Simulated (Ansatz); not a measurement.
**Cu12Cl: a changed input and its effect**

System: Cu12Cl (slab, 13 atoms in the cell).
Method of the first run: DFT PBE, scalar-relativistic, plane waves, PAW, PAW set soft_1, no spin polarisation (Ansatz 0.2.0).

The structure derives from an entry of the Crystallography Open Database. The input holds or restrains some coordinates. Forces given for the steps count only the free coordinates. Text and figures count atoms from 1; the logs count them from 0 in places.

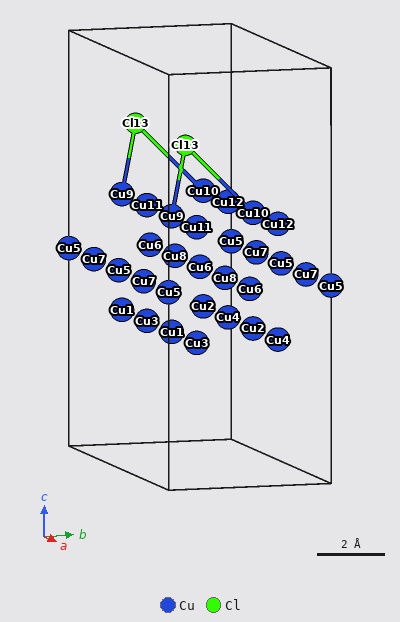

Figure 1. The structure as given in the input (ball-and-stick view of the 2 × 1 repeat of the cell, with the vacuum cut short, seen slightly off an axis; atoms are numbered from 1 in the order of the input). An atom can appear more than once, as a periodic image.

The input, the first run:
```yaml
crystal:
  lattice:
    - [5.1319544654, 0.0, 0.0]
    - [0.0, 5.1319544654, 0.0]
    - [0.0, 0.0, 19.027931415]
  atoms:
    - { symbol: Cu, position: [0.25, 0.25, 0.2102172807] }
    - { symbol: Cu, position: [0.25, 0.75, 0.2102172807] }
    - { symbol: Cu, position: [0.75, 0.25, 0.2102172807] }
    - { symbol: Cu, position: [0.75, 0.75, 0.2102172807] }
    - { symbol: Cu, position: [0.0, 0.0, 0.3029241254] }
    - { symbol: Cu, position: [0.0, 0.5, 0.3029241254] }
    - { symbol: Cu, position: [0.5, 0.0, 0.3029241254] }
    - { symbol: Cu, position: [0.5, 0.5, 0.3029241254] }
    - { symbol: Cu, position: [0.25, 0.25, 0.3956253179] }
    - { symbol: Cu, position: [0.25, 0.75, 0.3956253179] }
    - { symbol: Cu, position: [0.75, 0.25, 0.3956253179] }
    - { symbol: Cu, position: [0.75, 0.75, 0.3956253179] }
    - { symbol: Cl, position: [0.25, 0.3333333333, 0.5082741955] }
basis:
  ecutwfc: 420
kpoints:
  mp_grid: { grid: [5, 5, 1] }
hamiltonian:
  xc: pbe
  pseudopotentials: { kind: paw, azcp: { folder: soft_1 } }
scf:
  occupations: { method: gaussian, width: 0.1 }
output:
  forces: true
  eigenvalues: true
relax:
  adjacent_minimum: "off"
  f_tol: 0.025
  max_steps: 16
  constraints:
    - { sites: [0, 1, 2, 3, 4, 5, 6, 7, 8, 9, 10, 11] }
    - { sites: [12], fix: xy }
efield:
  axis: 3
  dipole_correction: true
  ramp_width: 0.04
```

Command:
```bash
ansatz run input.yaml --threads 8 --pin off --max-ram 22528MiB --backend cpu --events-out ev --progress --plain --runs-dir out
```

Hardware: 8 threads of Arm Neoverse N1, 98 GiB of memory available, shared host.

Output, shortened to warnings, some set-up lines, iterations and results (the first run):
```
WARN: efield: at this solve's end the planar-averaged density reaches 5.25e-5 e/Å³ inside the ramp window [0.7867, 0.9318] (bound 1e-5 e/Å³), and -5.12e-5 e/Å³ on another of its planes; by the running means of the window's planes the mean density over a ramp is at most 1.24e-5 e/Å³, which is held to the bound (the quickstart, § The vacuum guard, A window that rings); the window's nearer edge …
WARN: efield: at this solve's end the planar-averaged density reaches 5.25e-5 e/Å³ inside the ramp window [0.7867, 0.9318] (bound 1e-5 e/Å³), and -5.12e-5 e/Å³ on another of its planes; by the running means of the window's planes the mean density over a ramp is at most 1.24e-5 e/Å³, which is held to the bound (the quickstart, § The vacuum guard, A window that rings); the window's nearer edge …
WARN: efield: at this solve's end the planar-averaged density reaches 5.25e-5 e/Å³ inside the ramp window [0.7867, 0.9318] (bound 1e-5 e/Å³), and -5.12e-5 e/Å³ on another of its planes; by the running means of the window's planes the mean density over a ramp is at most 1.24e-5 e/Å³, which is held to the bound (the quickstart, § The vacuum guard, A window that rings); the window's nearer edge …
Basis set: ecut = 420 eV, 9751 PW (Γ), exchange–correlation on 72×72×256 points (8 copies of the dense FFT grid, shifted against one another)
Symmetry: 2 space group operations
k-points: 9 of 25 (time reversal used)
Initial density: superposition of atomic densities (neutral atoms: chi_scale 0, normalization atom)
[...]
SCF iter   1: F=—  HF=-80588.047715 eV  |F-HF|=—  |Δ(HF+E_count)|=         —  Δρ=1.31e-1  dr2=5.46e1  ethr=3.10e-3  p=0.000 e·Å  D=2.10e-6 V/Å  ΔV_dip=-0.00 eV  …
SCF iter   2: F=—  HF=-80644.311905 eV  |F-HF|=—  |Δ(HF+E_count)|=    5.63e1  Δρ=2.62e-1  dr2=1.94e2  ethr=3.10e-3  p=-0.185 e·Å  D=-6.68e-2 V/Å  ΔV_dip=1.27 eV  …
SCF iter   3: F=—  HF=-80578.977716 eV  |F-HF|=—  |Δ(HF+E_count)|=    6.53e1  Δρ=3.29e-2  dr2=3.73e0  ethr=3.10e-3  p=-0.228 e·Å  D=-8.23e-2 V/Å  ΔV_dip=1.57 eV  …
SCF iter   4: F=—  HF=-80578.304299 eV  |F-HF|=—  |Δ(HF+E_count)|=   6.73e-1  Δρ=1.02e-2  dr2=3.52e-1  ethr=1.59e-3  p=-0.227 e·Å  D=-8.19e-2 V/Å  ΔV_dip=1.56 eV  …
SCF iter   5: F=—  HF=-80578.271188 eV  |F-HF|=—  |Δ(HF+E_count)|=   3.31e-2  Δρ=3.03e-3  dr2=3.68e-2  ethr=1.50e-4  p=-0.231 e·Å  D=-8.35e-2 V/Å  ΔV_dip=1.59 eV  …
[... 19 lines ...]
SCF iter   5: F=—  HF=-80578.280526 eV  |F-HF|=—  |Δ(HF+E_count)|=   2.33e-7  Δρ=9.62e-6  dr2=2.51e-7  ethr=1.79e-9  p=-0.226 e·Å  D=-8.17e-2 V/Å  ΔV_dip=1.56 eV  …
SCF iter   6: F=—  HF=-80578.280526 eV  |F-HF|=—  |Δ(HF+E_count)|=   3.97e-7  Δρ=5.81e-6  dr2=1.01e-7  ethr=4.26e-11  p=-0.226 e·Å  D=-8.17e-2 V/Å  ΔV_dip=1.56 eV  …
SCF iter   7: F=-80578.280527 eV  HF=-80578.280527 eV  |F-HF|=5.11e-9  |Δ(HF+E_count)|=   1.08e-7  Δρ=2.38e-6  dr2=1.96e-8  ethr=4.26e-11  p=-0.226 e·Å  D=-8.17e-2 V/Å  …
SCF 3 converged in 7 iterations: F = -80578.280527 eV  dr2 = 1.96e-8
relax step   3: F+E_penalty+E_count = -80578.28052653 eV  Δ(F+E_penalty+E_count) = -3.753e-4 eV  max|allowed force component| = 2.642e-3 eV/Å  Δτ_max = 0.0090 Å  (7 SCF …
SCF converged after 7 iterations
Free energy (F): -80578.280527 eV
Harris-Foulkes:  -80578.280527 eV  (|F-HF|=5.11e-9)
Internal energy: -80578.261539 eV  (E = F + TS)
E sigma→0 (E₀):  -80578.271033 eV
Entropy (-TS):   -0.018987 eV (-1.461 meV/atom)
Fermi energy:    1.225947 eV
Dipole field:    D = -0.081745 V/Å  (p = -0.226391 e·Å, saw-weighted, corrected)
Work function:   Φ+ = 6.1032 eV   Φ− = 4.5477 eV
Levels:          The Fermi level and band energies are counted from a zero that moves with the ramp; work functions are not
Vacuum region:   at the solve's end the planar-averaged density reaches 5.25e-5 e/Å³ inside the ramp window [0.7867, 0.9318] (bound 1e-5 e/Å³), and -5.12e-5 e/Å³ on another of its planes; by the running means of the window's planes the mean density over a ramp is at most 1.24e-5 e/Å³, which is held …
--- Per-component energies (eV) ---
  E_band       = -7810.261816
  E_kinetic    = 3284.161697
  E_local      = -361752.164161  (includes V_loc(G=0)·N_el)
  E_nonlocal   = 10748.924689
  E_hartree    = 175025.680943
  E_xc         = -923.034333
  E_vxc        = -1168.521636  (∫ρ·V_xc dr)
  E_paw        = -22469.240318  (= ΣΔE_a)
  E_vpaw       = -8955.699419  (= ΣTr[D̂ρ^β])
  E_aug_tail   = 0.011827  (compensation charges beyond the density's cutoff)
  E_efield     = 0.009253  (sawtooth field / dipole correction)
  E_vefield    = -18.344564  (∫n·V_field dr)
  E_ewald      = 115507.388863
  E_smearing   = -0.018987  (= −TS)
  E_closure    = 0.000000  (closes the sum)
  Σ components = -80578.280527   (vs F -80578.280527, Δ=0.00e0)
--- Forces (eV/Å), atoms counted from 1 ---
  atom   1  Cu     0.00000000     0.02378993    -0.00792986
  atom   2  Cu     0.00000000    -0.02380276    -0.03128250
  atom   3  Cu     0.00000000     0.01552069    -0.03472205
  atom   4  Cu     0.00000000    -0.01560219    -0.05326576
  atom   5  Cu     0.07359317     0.01722358    -0.00378627
  atom   6  Cu    -0.02765031    -0.01563116    -0.09939891
  atom   7  Cu    -0.07359317     0.01722358    -0.00378627
  atom   8  Cu     0.02765031    -0.01563116    -0.09939891
  atom   9  Cu     0.00000000    -0.15331697     0.22322504
  atom  10  Cu     0.00000000    -0.08524331     0.21099412
  atom  11  Cu     0.00000000    -0.04168678     0.07610419
  atom  12  Cu     0.00000000     0.05965122    -0.17934190
  atom  13  Cl     0.00000000     0.21750610     0.00264171
  max |Σ_I F_I| component: 5.26e-5 eV/Å
--- Relaxed structure (3 steps of the walk, 3 accepted, 0 SCFs on fresh bases) ---
  F+E_penalty+E_count = -80578.28052653 eV   max|allowed force component| = 2.642e-3 eV/Å
  atoms:
[...]
```

The input of the second run differs as follows (lines with − go, lines with + come):
```diff
-basis:
-  ecutwfc: 420
-  mp_grid: { grid: [5, 5, 1] }
+  mp_grid: { grid: [5, 5, 1], shift: [0.5, 0.5, 0.0] }
```

Predict how the results change.

The free energy of the second run is 3.0 meV per atom lower, the joint effect of these numerical settings, which can't be told apart here. The SCF takes 22 iterations over all geometry steps against 23.

Output, shortened to warnings, some set-up lines, iterations and results (the second run):
```
WARN: efield: at this solve's end the planar-averaged density reaches 5.28e-5 e/Å³ inside the ramp window [0.7867, 0.9318] (bound 1e-5 e/Å³), and -5.11e-5 e/Å³ on another of its planes; by the running means of the window's planes the mean density over a ramp is at most 1.27e-5 e/Å³, which is held to the bound (the quickstart, § The vacuum guard, A window that rings); the window's nearer edge …
WARN: efield: at this solve's end the planar-averaged density reaches 5.28e-5 e/Å³ inside the ramp window [0.7867, 0.9318] (bound 1e-5 e/Å³), and -5.11e-5 e/Å³ on another of its planes; by the running means of the window's planes the mean density over a ramp is at most 1.27e-5 e/Å³, which is held to the bound (the quickstart, § The vacuum guard, A window that rings); the window's nearer edge …
WARN: efield: at this solve's end the planar-averaged density reaches 5.28e-5 e/Å³ inside the ramp window [0.7867, 0.9318] (bound 1e-5 e/Å³), and -5.10e-5 e/Å³ on another of its planes; by the running means of the window's planes the mean density over a ramp is at most 1.27e-5 e/Å³, which is held to the bound (the quickstart, § The vacuum guard, A window that rings); the window's nearer edge …
Basis set: ecut = 420 eV, 9751 PW (Γ), exchange–correlation on 72×72×256 points (8 copies of the dense FFT grid, shifted against one another)
Symmetry: 2 space group operations
k-points: 9 of 25 (time reversal used)
Initial density: superposition of atomic densities (neutral atoms: chi_scale 0, normalization atom)
[...]
SCF iter   1: F=—  HF=-80588.029315 eV  |F-HF|=—  |Δ(HF+E_count)|=         —  Δρ=1.31e-1  dr2=5.45e1  ethr=3.10e-3  p=0.000 e·Å  D=2.10e-6 V/Å  ΔV_dip=-0.00 eV  …
SCF iter   2: F=—  HF=-80633.893468 eV  |F-HF|=—  |Δ(HF+E_count)|=    4.59e1  Δρ=2.41e-1  dr2=1.70e2  ethr=3.10e-3  p=-0.193 e·Å  D=-6.98e-2 V/Å  ΔV_dip=1.33 eV  …
SCF iter   3: F=—  HF=-80579.219220 eV  |F-HF|=—  |Δ(HF+E_count)|=    5.47e1  Δρ=3.80e-2  dr2=5.47e0  ethr=3.10e-3  p=-0.116 e·Å  D=-4.19e-2 V/Å  ΔV_dip=0.80 eV  …
SCF iter   4: F=—  HF=-80578.440245 eV  |F-HF|=—  |Δ(HF+E_count)|=   7.79e-1  Δρ=1.79e-2  dr2=1.02e0  ethr=2.33e-3  p=-0.196 e·Å  D=-7.08e-2 V/Å  ΔV_dip=1.35 eV  …
SCF iter   5: F=—  HF=-80578.318468 eV  |F-HF|=—  |Δ(HF+E_count)|=   1.22e-1  Δρ=6.99e-3  dr2=1.59e-1  ethr=4.33e-4  p=-0.201 e·Å  D=-7.27e-2 V/Å  ΔV_dip=1.38 eV  …
[... 18 lines ...]
SCF iter   5: F=—  HF=-80578.319676 eV  |F-HF|=—  |Δ(HF+E_count)|=   6.14e-7  Δρ=1.40e-5  dr2=7.85e-7  ethr=2.53e-9  p=-0.220 e·Å  D=-7.96e-2 V/Å  ΔV_dip=1.51 eV  …
SCF iter   6: F=—  HF=-80578.319677 eV  |F-HF|=—  |Δ(HF+E_count)|=   3.76e-7  Δρ=8.57e-6  dr2=2.25e-7  ethr=3.34e-10  p=-0.220 e·Å  D=-7.95e-2 V/Å  ΔV_dip=1.51 eV  …
SCF iter   7: F=-80578.319677 eV  HF=-80578.319677 eV  |F-HF|=2.24e-9  |Δ(HF+E_count)|=   1.63e-7  Δρ=4.78e-6  dr2=7.57e-8  ethr=4.26e-11  p=-0.220 e·Å  D=-7.95e-2 V/Å  …
SCF 3 converged in 7 iterations: F = -80578.319677 eV  dr2 = 7.57e-8
relax step   3: F+E_penalty+E_count = -80578.31967689 eV  Δ(F+E_penalty+E_count) = -4.943e-4 eV  max|allowed force component| = 4.118e-3 eV/Å  Δτ_max = 0.0104 Å  (7 SCF …
SCF converged after 7 iterations
Free energy (F): -80578.319677 eV
Harris-Foulkes:  -80578.319677 eV  (|F-HF|=2.24e-9)
Internal energy: -80578.297223 eV  (E = F + TS)
E sigma→0 (E₀):  -80578.308450 eV
Entropy (-TS):   -0.022454 eV (-1.727 meV/atom)
Fermi energy:    1.277632 eV
Dipole field:    D = -0.079563 V/Å  (p = -0.220346 e·Å, saw-weighted, corrected)
Work function:   Φ+ = 6.0363 eV   Φ− = 4.5223 eV
Levels:          The Fermi level and band energies are counted from a zero that moves with the ramp; work functions are not
Vacuum region:   at the solve's end the planar-averaged density reaches 5.28e-5 e/Å³ inside the ramp window [0.7867, 0.9318] (bound 1e-5 e/Å³), and -5.10e-5 e/Å³ on another of its planes; by the running means of the window's planes the mean density over a ramp is at most 1.27e-5 e/Å³, which is held …
--- Per-component energies (eV) ---
  E_band       = -7808.651083
  E_kinetic    = 3284.324204
  E_local      = -361774.943306  (includes V_loc(G=0)·N_el)
  E_nonlocal   = 10750.956312
  E_hartree    = 175037.860728
  E_xc         = -922.881895
  E_vxc        = -1168.320668  (∫ρ·V_xc dr)
  E_paw        = -22470.786505  (= ΣΔE_a)
  E_vpaw       = -8958.539930  (= ΣTr[D̂ρ^β])
  E_aug_tail   = 0.011828  (compensation charges beyond the density's cutoff)
  E_efield     = 0.008766  (sawtooth field / dipole correction)
  E_vefield    = -17.856923  (∫n·V_field dr)
  E_ewald      = 115517.152644
  E_smearing   = -0.022454  (= −TS)
  E_closure    = -0.000000  (closes the sum)
  Σ components = -80578.319677   (vs F -80578.319677, Δ=0.00e0)
--- Forces (eV/Å), atoms counted from 1 ---
  atom   1  Cu     0.00000000     0.03284896    -0.01197201
  atom   2  Cu     0.00000000    -0.03179755    -0.02413386
  atom   3  Cu     0.00000000     0.01778506    -0.02355595
  atom   4  Cu     0.00000000    -0.01770935    -0.03897509
  atom   5  Cu     0.05609981     0.00404201    -0.00785481
  atom   6  Cu    -0.04131013    -0.00207567    -0.09058199
  atom   7  Cu    -0.05609981     0.00404201    -0.00785481
  atom   8  Cu     0.04131013    -0.00207567    -0.09058199
  atom   9  Cu     0.00000000    -0.18533659     0.18330655
  atom  10  Cu     0.00000000    -0.08513134     0.21005852
  atom  11  Cu     0.00000000    -0.06396139     0.07062057
  atom  12  Cu     0.00000000     0.07238352    -0.17252867
  atom  13  Cl     0.00000000     0.25698494     0.00411821
  max |Σ_I F_I| component: 6.47e-5 eV/Å
--- Relaxed structure (3 steps of the walk, 3 accepted, 0 SCFs on fresh bases) ---
  F+E_penalty+E_count = -80578.31967689 eV   max|allowed force component| = 4.118e-3 eV/Å
  atoms:
[...]
```

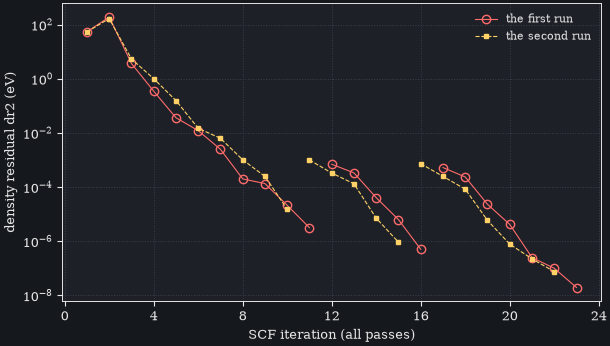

Figure 2. Convergence of the two runs: density residual dr2 against the SCF iteration. A break in a curve parts two SCF passes. The first run takes 23 iterations in all, and the second run takes 22.

The two runs side by side:

| quantity | the first run | the second run |
| --- | --- | --- |
| outcome | converged | converged |
| free energy per atom (eV) | −6198.3293 | −6198.3323 |
| energy per atom, smearing taken to zero (eV) | −6198.3285 | −6198.3314 |
| gap on the mesh (eV) | 0.00 | 0.00 |
| work function (eV) | 6.10 | – |
| largest force (eV/Å) | 0.271 | 0.261 |
| SCF iterations | 23 | 22 |
| irreducible k-points | 9 | 9 |
| wall time (shared host) | 62 s | 60 s |

For both runs: Warnings: the density in the vacuum is higher than it should be, so vacuum levels may be off. The run has no spin polarisation, so a magnetic state may lie lower.
